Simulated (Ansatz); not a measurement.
**Ta: density, localisation and related maps**

```yaml
crystal:
  lattice:
    - [4.20786, 0.00000, 0.00000]
    - [0.00000, 4.20786, 0.00000]
    - [0.00000, 0.00000, 4.20786]
  atoms:
    - { symbol: Ta, position: [0.00000, 0.00000, 0.00000] }
    - { symbol: Ta, position: [0.50000, 0.50000, 0.00000] }
    - { symbol: Ta, position: [0.50000, 0.00000, 0.50000] }
    - { symbol: Ta, position: [0.00000, 0.50000, 0.50000] }
```

Space group Fm-3m; computed without spin polarisation.

The calculation used DFT r2SCAN, scalar-relativistic, plane waves, PAW in Ansatz 0.2.0.

In a PAW calculation such maps are meaningful between the atoms, not at the nuclei.

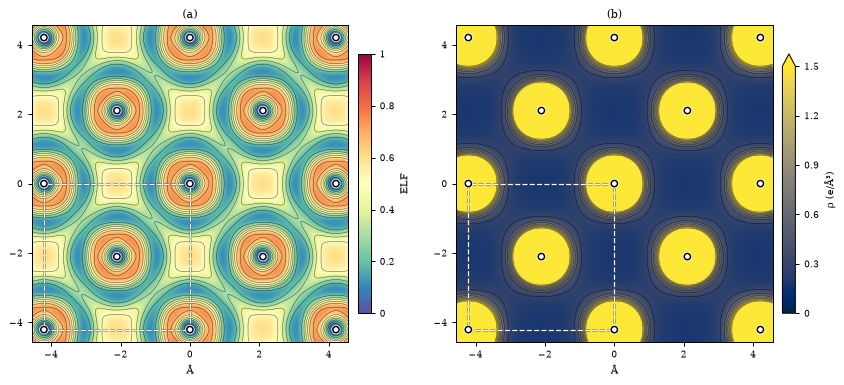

Figure 1. (a) electron localisation function; (b) valence electron density on the (001) plane of the conventional cell. Circles mark the nuclei in the plane (Ta).

Question: Interpret the plot.

Answer:
- Atoms in the plane: Ta.
- Ta–Ta (2.98 Å): the density is about 0.27 e/Å³ at the midpoint; the ELF is about 0.30 at the midpoint (no localised pair shows between them).
- Between the atoms the lowest density in this plane is 0.19 e/Å³.
- The features right at Ta lie inside the PAW spheres, where the map follows smoothed inner orbitals and isn't to be read closely.

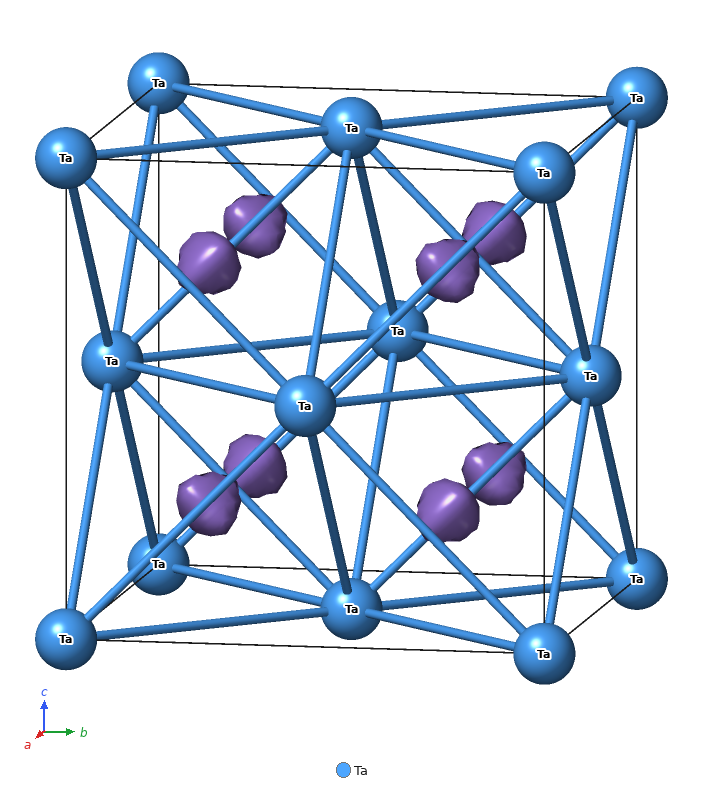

Figure 2. Isosurface of the electron localisation function at 0.65 (purple), seen slightly off an axis. Core shells and regions of very low density are left out. Sticks mark near contacts.

Question: Identify the bonds, lone pairs and shells in this picture.

Answer: At this value the surface marks out eight pockets between the atoms, centred on no nucleus (multi-centre or interstitial), counted in one cell of 4 atoms. Regions shared between cells count once. There are no localised bonds or lone pairs at this value.

Question: Metal or insulator at this level of theory?

Answer: It is gapless in this calculation (a metal or semimetal).
